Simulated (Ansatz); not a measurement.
System Al2Cu (space group Fm-3m, No. 225); source of the atomic positions: coordinates from a relaxation with Ansatz 0.2.0, DFT PBE, scalar-relativistic, plane waves, PAW.

```
Al Cu
1.0
     5.78288    0.00000    0.00000
     0.00000    5.78288    0.00000
     0.00000    0.00000    5.78288
Al Cu
8 4
Cartesian
  1.4457 1.4457 1.4457
  1.4457 4.3372 1.4457
  1.4457 4.3372 4.3372
  1.4457 1.4457 4.3372
  4.3372 1.4457 4.3372
  4.3372 4.3372 4.3372
  4.3372 4.3372 1.4457
  4.3372 1.4457 1.4457
  0.0000 0.0000 2.8914
  0.0000 2.8914 0.0000
  2.8914 0.0000 0.0000
  2.8914 2.8914 2.8914
```

Bonds are taken as Al–Cu below 2.8 Å; no other contact counts. Simplification: prune 0- and 1-connected atoms, fold 2-connected ones into links.

Derive the underlying net.

The result is a binodal (4,8)-connected, three-periodic net: Al is a 4-connected node; Cu is an 8-connected node, in the ratio 2:1. It is the flu net, known from fluorite. It is a single net, without interpenetration.

| node | links | point symbol | coordination sequence |
| --- | --- | --- | --- |
| Al | 4 | 4⁶ | 4 22 24 82 64 182 124 322 |
| Cu | 8 | 4¹²·6¹²·8⁴ | 8 12 48 42 128 92 248 162 |

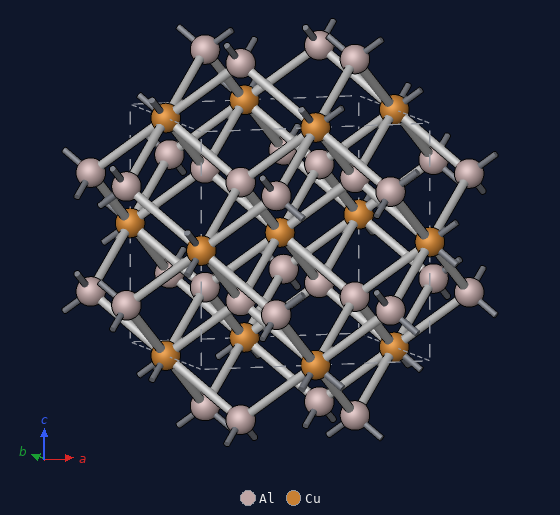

Nodes are coloured by element. Short stubs are edges that leave the cut-out.
